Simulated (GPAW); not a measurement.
## STM contrast on 2H-TaSeTe monolayer

Wanted: filled- and empty-state images of 2H-TaSeTe monolayer, with its work function.

Program: GPAW 26.7.0. Level of theory: GPAW, PAW setups; layer in a repeated cell with vacuum, relaxation of atoms and in-plane cell, in the first sound run; inputs show where later runs differ. Results are calculated unless marked as measured.

**1. Set-up**

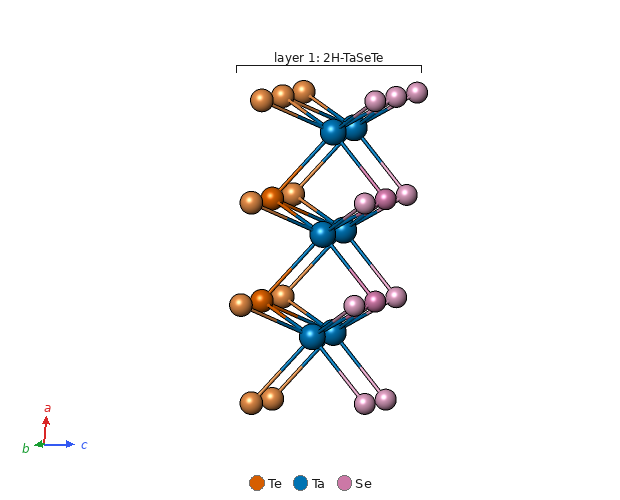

The starting structure, seen from the side, with the c axis across the page (tellurium orange, tantalum blue, selenium pink). 2×1×1 cells are drawn. Some periodic images of atoms are drawn too.

The cell holds 3 atoms: 1 Te, 1 Ta and 1 Se. Cell: a = 3.722 Å, b = 3.722 Å, c = 21.707 Å, α = 90.0°, β = 90.0°, γ = 120.0°. Vacuum lies along c.

Structure file:

```cif
data_structure
_symmetry_space_group_name_H-M 'P 1'
_symmetry_Int_Tables_number 1
_cell_length_a 3.7223
_cell_length_b 3.7223
_cell_length_c 21.7074
_cell_angle_alpha 90.000
_cell_angle_beta 90.000
_cell_angle_gamma 120.000
_cell_volume 260.47
loop_
_atom_site_label
_atom_site_type_symbol
_atom_site_fract_x
_atom_site_fract_y
_atom_site_fract_z
_atom_site_occupancy
Te1 Te 0.33333 0.66667 0.41461 1
Ta2 Ta 0.00000 0.00000 0.50635 1
Se3 Se 0.33333 0.66667 0.58540 1
```

**2. Relaxing the atoms**

Forces are removed first; all later runs use this geometry.

Contents of run.py:

```python
import json
import numpy as np
from ase import Atoms
from ase.filters import FrechetCellFilter
from ase.optimize import BFGS
from gpaw import GPAW, PW

slab = Atoms(
    ['Te', 'Ta', 'Se'],
    positions=[
        [-0.00000, 2.14905, 9.00000],
        [0.00000, 0.00000, 10.99161],
        [-0.00000, 2.14905, 12.70744]],
    cell=[[3.72226, 0.0, 0.0], [-1.86113, 3.22357, 0.0], [0.0, 0.0, 21.7074]],
    pbc=[True, True, True])

slab.calc = GPAW(mode=PW(600), xc='PBE', kpts={'size': (9, 9, 1), 'gamma': True},
                 occupations={'name': 'fermi-dirac', 'width': 0.05}, nbands='160%',
                 convergence={'density': 1e-05}, maxiter=200,
                 symmetry={'tolerance': 1e-3}, txt='slab.txt')
result = {}
# The in-plane cell is free; stress needs a cell that repeats along all three vectors
path = []
opt = BFGS(FrechetCellFilter(slab, mask=[1, 1, 0, 0, 0, 1]), maxstep=0.2)
opt.attach(lambda: path.append((slab.get_potential_energy(), slab.positions.tolist(), slab.get_forces().tolist())))
result['relaxed'] = bool(opt.run(fmax=0.02, steps=45))
result['path'] = path
result['cell'] = slab.cell.tolist()
print('in-plane lattice', slab.cell.cellpar().round(4)[[0, 1, 5]])
energy = slab.get_potential_energy()
fermi = slab.calc.get_fermi_level()
v = slab.calc.get_electrostatic_potential().mean((0, 1)) - fermi
n = slab.calc.get_pseudo_density().mean((0, 1))
L = slab.cell[2, 2]
z = np.arange(len(v)) * L / len(v)
low, high = slab.positions[:, 2].min(), slab.positions[:, 2].max()
below, above = np.interp([low - 6.8, high + 6.8], z, v)
slopes = [np.interp(x, z, np.gradient(v, z)) for x in (low - 6.8, high + 6.8)]
eps = np.array([[slab.calc.get_eigenvalues(k, s) for k in range(len(slab.calc.get_ibz_k_points()))]
                for s in range(slab.calc.get_number_of_spins())]) - fermi
top, bottom = eps[eps < 0].max(), eps[eps > 0].min()
dipole = slab.get_dipole_moment()[2]
print(f'energy {energy:.4f} eV, Fermi level {fermi:.4f} eV, dipole {dipole:.5f} e A')
print(f'potential 6.8 A off the faces, from the Fermi level: lower {below:.4f} eV, upper {above:.4f} eV')
print(f'slope of the potential there: lower {slopes[0]:.5f}, upper {slopes[1]:.5f} eV/A')
print(f'nearest levels on the mesh: {top:.4f} and {bottom:.4f} eV')
print('magnetic moment', round(slab.get_magnetic_moment(), 3))
result.update(energy=energy, fermi=fermi, dipole=dipole, below=below, above=above, slopes=slopes, edges=[top, bottom],
              z=z.tolist(), v=v.tolist(), n=n.tolist(), positions=slab.positions.tolist(),
              forces=slab.get_forces(apply_constraint=False).tolist(), moments=slab.get_magnetic_moments().tolist())
json.dump(result, open('result.json', 'w'))
```

Run with:

```
$ OMP_NUM_THREADS=1 OPENBLAS_NUM_THREADS=1 python run.py
```

Log:

```text
Step          Energy          fmax
BFGS:    0      -17.902324        1.784917
BFGS:    1      -18.033668        1.458698
BFGS:    2      -18.253047        0.543997
BFGS:    3      -18.268988        0.099332
BFGS:    4      -18.269534        0.046398
BFGS:    5      -18.269646        0.046094
BFGS:    6      -18.269824        0.044466
BFGS:    7      -18.269901        0.037922
BFGS:    8      -18.269955        0.027039
BFGS:    9      -18.269973        0.011190
in-plane lattice [  3.5877   3.5877 120.    ]
energy -18.2553 eV, Fermi level -1.2543 eV, dipole -0.02037 e A
potential 6.8 A off the faces, from the Fermi level: lower 5.0040 eV, upper 5.0734 eV
slope of the potential there: lower -0.01501, upper -0.01511 eV/A
nearest levels on the mesh: -0.0013 and 0.0050 eV
magnetic moment 0.0
```

Elapsed: 4.5 min, on 1 thread of Intel Xeon Platinum 8559C (Emerald Rapids), shared host; peak memory 0.36 GiB.

This step gave:

| Quantity | Value |
| --- | --- |
| dipole along the normal | -0.02037 e·Å |
| levels nearest the Fermi level on the mesh | -0.001251, 0.005034 eV from the Fermi level |

The electrostatic potential energy of an electron (without an applied field's), less the Fermi level, planar mean by z:

```tsv
z (Å)	electrostatic potential energy of an electron (without an applied field's), less the Fermi level, planar mean (eV)
0	5.04
2	5.01
4	4.98
6	4.94
8	2.01
10	-3.67
12	-6.18
14	4.49
16	5.12
18	5.09
20	5.06
```

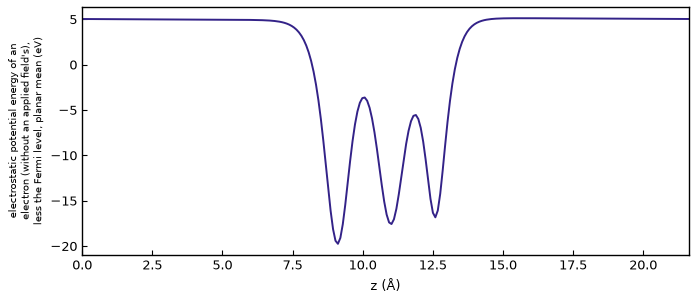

Electrostatic potential energy of an electron (without an applied field's), less the Fermi level, planar mean against z.

The pseudo valence density, planar mean oscillates, so the rows of the table below give means over windows of 2 Å about each position, cut where the curve ends. Its maxima inside the range that stand out by 2 % of the span (Å: e/Å³): 8.5: 0.284, 9.7: 0.359, 10.9: 1.03, 13.0: 0.330. Its minima: 9.0: 0.109, 10.1: 0.326, 12.7: 0.207.

Table of pseudo valence density, planar mean by z; means over each step:

```tsv
z (Å)	pseudo valence density, planar mean (e/Å³)
4	5.0e-6
6	0.00142
8	0.128
10	0.429
12	0.477
14	0.0860
16	2.8e-4
18	0
```

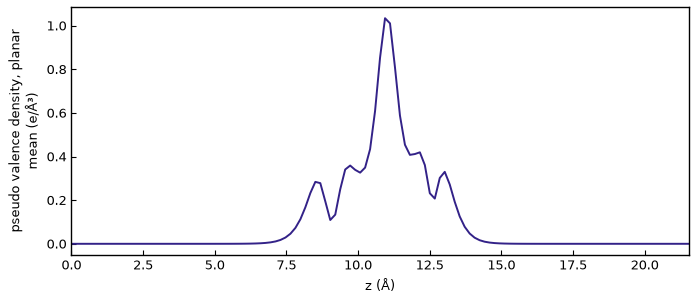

Pseudo valence density, planar mean, plotted against z.

The relaxation lowered the energy of the cell by 0.369 eV (energies extrapolated to zero smearing; the optimiser's log prints free energies). The largest force left on a free atom is 0.011 eV/Å.

**3. The slab's potential**

With the geometry fixed, the planar mean of the potential gives the vacuum level on each side.

This step: GPAW, PAW setups; slab in vacuum (GPAW 26.7.0).

The cell differs from the one that the last finished run ended in (c 21.707 → 21.495 Å).

Contents of run.py:

```python
import json
import numpy as np
from ase import Atoms
from ase.dft.stm import STM
from gpaw import GPAW, PW

slab = Atoms(
    ['Te', 'Ta', 'Se'],
    positions=[
        [0.00000, 2.07135, 9.00000],
        [-0.00000, 0.00000, 10.90486],
        [0.00000, 2.07135, 12.49525]],
    cell=[[3.58768, 0.0, 0.0], [-1.79384, 3.10702, 0.0], [0.0, 0.0, 21.4952]],
    pbc=[True, True, False])

slab.calc = GPAW(mode=PW(400), xc='PBE', kpts={'size': (9, 9, 1), 'gamma': True},
                 occupations={'name': 'fermi-dirac', 'width': 0.05}, nbands='160%',
                 convergence={'density': 1e-05}, maxiter=200,
                 poissonsolver={'dipolelayer': 'xy'},
                 symmetry={'tolerance': 1e-3}, txt='slab.txt')
result = {}
energy = slab.get_potential_energy()
fermi = slab.calc.get_fermi_level()
v = slab.calc.get_electrostatic_potential().mean((0, 1)) - fermi
n = slab.calc.get_pseudo_density().mean((0, 1))
L = slab.cell[2, 2]
z = np.arange(len(v)) * L / len(v)
low, high = slab.positions[:, 2].min(), slab.positions[:, 2].max()
below, above = np.interp([low - 6.8, high + 6.8], z, v)
slopes = [np.interp(x, z, np.gradient(v, z)) for x in (low - 6.8, high + 6.8)]
eps = np.array([[slab.calc.get_eigenvalues(k, s) for k in range(len(slab.calc.get_ibz_k_points()))]
                for s in range(slab.calc.get_number_of_spins())]) - fermi
top, bottom = eps[eps < 0].max(), eps[eps > 0].min()
dipole = slab.get_dipole_moment()[2]
print(f'energy {energy:.4f} eV, Fermi level {fermi:.4f} eV, dipole {dipole:.5f} e A')
print(f'potential 6.8 A off the faces, from the Fermi level: lower {below:.4f} eV, upper {above:.4f} eV')
print(f'slope of the potential there: lower {slopes[0]:.5f}, upper {slopes[1]:.5f} eV/A')
print(f'nearest levels on the mesh: {top:.4f} and {bottom:.4f} eV')
print('magnetic moment', round(slab.get_magnetic_moment(), 3))
result.update(energy=energy, fermi=fermi, dipole=dipole, below=below, above=above, slopes=slopes, edges=[top, bottom],
              z=z.tolist(), v=v.tolist(), n=n.tolist(), positions=slab.positions.tolist(),
              forces=slab.get_forces(apply_constraint=False).tolist(), moments=slab.get_magnetic_moments().tolist())

# Images need the states of the whole zone, up to time reversal
slab.calc = slab.calc.fixed_density(symmetry={'point_group': False}, txt='states.txt', nbands='280%',
                                    convergence={'bands': 'CBM+2.3'})
stm = STM(slab)
result['stm'] = []
for bias in [-1.5, 2.0]:
    height = high + 3.5
    current = stm.get_averaged_current(bias, height)
    x, y, h = stm.scan(bias, current)
    i, f = divmod(height / L * stm.ldos.shape[2], 1)
    I = abs((1 - f) * stm.ldos[:, :, int(i)] + f * stm.ldos[:, :, int(i) + 1])
    print(f'bias {bias} V: mean current at 3.5 A {current:.4e}, corrugation {np.ptp(h):.4f} A')
    result['stm'].append(dict(bias=bias, current=current, h=(h - high).tolist(), I=I.tolist()))
json.dump(result, open('result.json', 'w'))
```

Log:

```text
energy -18.2258 eV, Fermi level -1.2180 eV, dipole -0.01500 e A
potential 6.8 A off the faces, from the Fermi level: lower 4.9208 eV, upper 5.1604 eV
slope of the potential there: lower 0.00004, upper -0.00004 eV/A
nearest levels on the mesh: -0.0015 and 0.0050 eV
magnetic moment 0.0
bias -1.5 V: mean current at 3.5 A 1.3069e-05, corrugation 0.6533 A
bias 2.0 V: mean current at 3.5 A 1.6774e-05, corrugation 0.2316 A
```

Elapsed: 69 s, on 1 thread; peak memory 0.38 GiB.

Numbers from this step:

- dipole along the normal: -0.01500 e·Å
- levels nearest the Fermi level on the mesh: -0.001453, 0.004992 eV from the Fermi level
- upper work function: 5.160 eV
- lower work function: 4.921 eV
- corrugation -1.5: 0.6533 Å
- corrugation 2: 0.2316 Å

The electrostatic potential energy of an electron (without an applied field's), less the Fermi level, planar mean by z:

```tsv
z (Å)	electrostatic potential energy of an electron (without an applied field's), less the Fermi level, planar mean (eV)
0	5.04
2	4.92
4	4.92
6	4.91
8	1.07
10	-3.70
12	-7.52
14	4.67
16	5.16
18	5.16
20	5.16
```

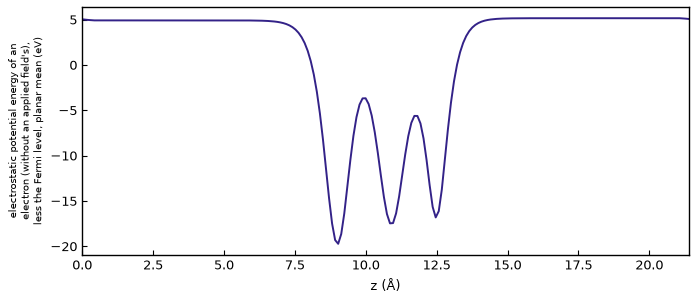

Electrostatic potential energy of an electron (without an applied field's), less the Fermi level, planar mean, plotted against z.

The pseudo valence density, planar mean oscillates, so the rows of the table below give means over windows of 2 Å about each position, cut where the curve ends. Its maxima inside the range that stand out by 2 % of the span (Å: e/Å³): 8.4: 0.279, 9.7: 0.355, 11.0: 1.04, 12.9: 0.333. Its minima: 9.0: 0.106, 9.9: 0.330, 12.5: 0.201.

Pseudo valence density, planar mean against z; means over each step:

```tsv
z (Å)	pseudo valence density, planar mean (e/Å³)
4	6.9e-6
6	0.00194
8	0.134
10	0.472
12	0.442
14	0.0713
16	2.1e-4
18	0
```

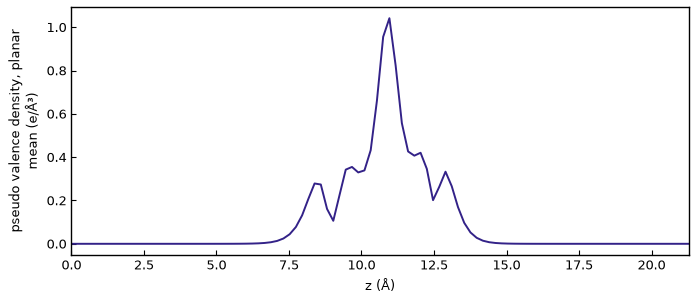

Pseudo valence density, planar mean, plotted against z.

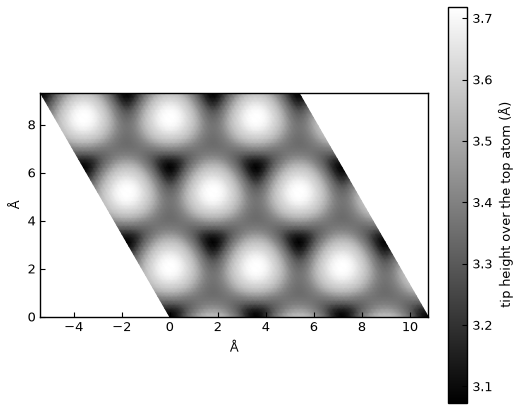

Tip height over the top atom over a1 and a2. Sample bias -1.5 V, constant current at the mean current 3.5 Å over the top atom. The cell is repeated, with its origin at the lower left corner.

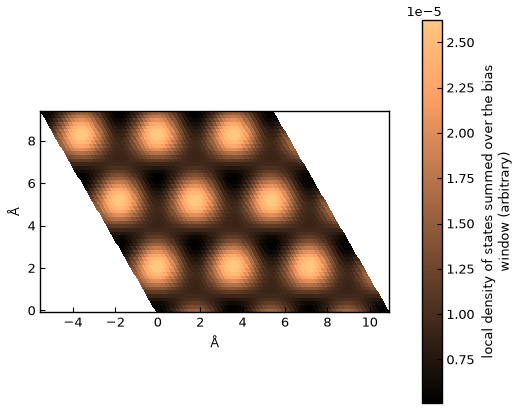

Local density of states summed over the bias window over a1 and a2. Sample bias -1.5 V, constant height 3.5 Å over the top atom. The cell is repeated, with its origin at the lower left corner.

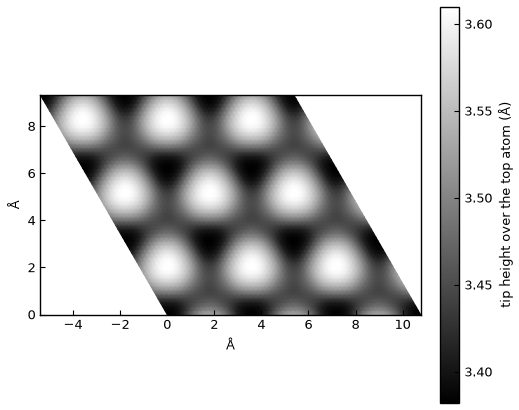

Tip height over the top atom over a1 and a2. Sample bias 2 V, constant current at the mean current 3.5 Å over the top atom. The cell is repeated, with its origin at the lower left corner.

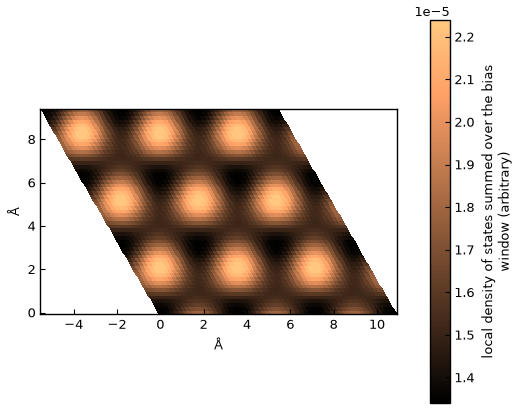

Local density of states summed over the bias window over a1 and a2. Sample bias 2 V, constant height 3.5 Å over the top atom. The cell is repeated, with its origin at the lower left corner.

The potential is flat to 4.4e-5 eV/Å where it is read, so the vacuum is wide enough.

**4. Results**

| Property | Result |
| --- | --- |
| work function, upper and lower face | 5.160 and 4.921 eV |
| dipole along the normal | -0.0150 e Å |
| corrugation at -1.5 V | 0.653 Å |
| corrugation at 2 V | 0.232 Å |

In words: The corrugation at constant current is largest at -1.5 V, where the tip height varies by 0.65 Å over the cell. Negative sample bias images filled states, positive bias empty ones. The two faces differ by 0.24 eV, the step that the slab's dipole makes (e p/(ε0 A) gives 0.24 eV), so the dipole layer is needed. The images are of Tersoff-Hamann type: an s-wave tip, no tip-sample forces, heights closer than in a microscope. The starting lattice was a guess from atomic radii; the relaxation moved it by -4 %. The relaxation of atoms and cell ran in a fully periodic cell without the dipole layer, so the atoms of this polar layer felt a small spurious field. The cell holds an odd number of electrons, so without spin polarisation it must come out metallic and without a moment, whatever its true state. The layer's cell and atoms come from the relaxation; spin-orbit coupling and temperature are left out.

[Logs are printed without paths, hosts, clocks, repeated set-up lines and the standing remarks that a program may print on its own settings, such as how far it seeks lower states.]

[Hosts, paths, dates, database ids (printed as entryN), source tags and the programs' standing remarks are cut or masked in the printed files.]
